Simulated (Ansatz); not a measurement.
Input file:

```
crystal:
  lattice:
    - [-5.4338340904, -5.4338340904, -5.4338340904]
    - [5.4338340904, 5.4338340904, -5.4338340904]
    - [5.4338340904, -5.4338340904, 5.4338340904]
  atoms:
    - { symbol: Hf, position: [0.5, 0.75, 0.5] }
    - { symbol: Si, position: [0.5, 0.5, 0.75] }
    - { symbol: Si, position: [0.25, 0.75, 0.75] }
    - { symbol: Si, position: [0.5, 0.25, 0.0] }
    - { symbol: Si, position: [0.25, 0.5, 0.0] }
    - { symbol: Si, position: [0.0, 0.75, 0.0] }
    - { symbol: Si, position: [0.5, 0.0, 0.25] }
    - { symbol: Si, position: [0.25, 0.25, 0.25] }
    - { symbol: Si, position: [0.0, 0.5, 0.25] }
    - { symbol: Si, position: [0.75, 0.75, 0.25] }
    - { symbol: Si, position: [0.25, 0.0, 0.5] }
    - { symbol: Si, position: [0.0, 0.25, 0.5] }
    - { symbol: Si, position: [0.75, 0.5, 0.5] }
    - { symbol: Si, position: [0.0, 0.0, 0.75] }
    - { symbol: Si, position: [0.75, 0.25, 0.75] }
    - { symbol: Si, position: [0.75, 0.0, 0.0] }
    - { symbol: Si, position: [0.75, 0.75, 0.5] }
    - { symbol: Si, position: [0.75, 0.5, 0.75] }
    - { symbol: Si, position: [0.5, 0.75, 0.75] }
    - { symbol: Si, position: [0.75, 0.25, 0.0] }
    - { symbol: Si, position: [0.5, 0.5, 0.0] }
    - { symbol: Si, position: [0.25, 0.75, 0.0] }
    - { symbol: Si, position: [0.75, 0.0, 0.25] }
    - { symbol: Si, position: [0.5, 0.25, 0.25] }
    - { symbol: Si, position: [0.25, 0.5, 0.25] }
    - { symbol: Si, position: [0.0, 0.75, 0.25] }
    - { symbol: Si, position: [0.5, 0.0, 0.5] }
    - { symbol: Si, position: [0.25, 0.25, 0.5] }
    - { symbol: Si, position: [0.0, 0.5, 0.5] }
    - { symbol: Si, position: [0.25, 0.0, 0.75] }
    - { symbol: Si, position: [0.0, 0.25, 0.75] }
    - { symbol: Si, position: [0.0, 0.0, 0.0] }
  host:
    lattice:
      - [0.0, 2.7169170452, 2.7169170452]
      - [2.7169170452, 0.0, 2.7169170452]
      - [2.7169170452, 2.7169170452, 0.0]
    atoms:
      - { symbol: Si, position: [0.25, 0.25, 0.25] }
      - { symbol: Si, position: [0.0, 0.0, 0.0] }
basis:
  ecutwfc: 420
  xc_grid: 2
kpoints:
  mp_grid: { grid: [2, 2, 2], shift: [0.5, 0.5, 0.5] }
hamiltonian:
  xc: pbesol
scf:
  occupations: { method: gaussian, width: 0.02 }
output:
  forces: true
  stress: false
  eigenvalues: true
  charged_corrections: { defect_position: [0.5, 0.75, 0.5] }
  write_density: true
  write_potential: true
  elf: true
  volumetric_format: npy
relax:
  adjacent_minimum: "off"
  f_tol: 0.03
  max_steps: 40
```

Run with:

```sh
ansatz run input.yaml --threads 8 --pin off --max-ram 16384MiB --backend cpu --events-out ev --progress --plain --runs-dir out
```

The fields are those of the run's last geometry, not of the input's.

The calculation used Ansatz 0.2.0, DFT PBEsol, scalar-relativistic, plane waves, PAW.

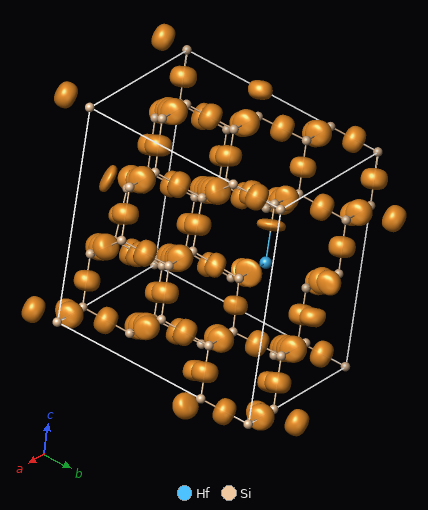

HfSi31 (cell with a defect). Isosurface of the ELF at 0.85 (orange), seen slightly off an axis. Core shells and regions of very low density are left out. Sticks mark near contacts.

In a PAW calculation such maps are meaningful between the atoms, not at the nuclei.

Q: Where are the electrons localised?

A: At this value the surface marks out 60 regions between bonded Si–Si atoms (shared pairs) and four lobes of the valence shell of Si pointing towards Hf (polar bonds), counted in one cell of 32 atoms. Any copies at cell faces, edges or corners count once. Profiles from the grid: Si–Si (2.33 Å): the ELF peaks at about 0.95 between the atoms; a covalent bond. Hf–Si (2.57 Å): the ELF peaks at about 0.95 in the valence shell of Si, 0.9 Å from its nucleus, and is about 0.70 at the midpoint.
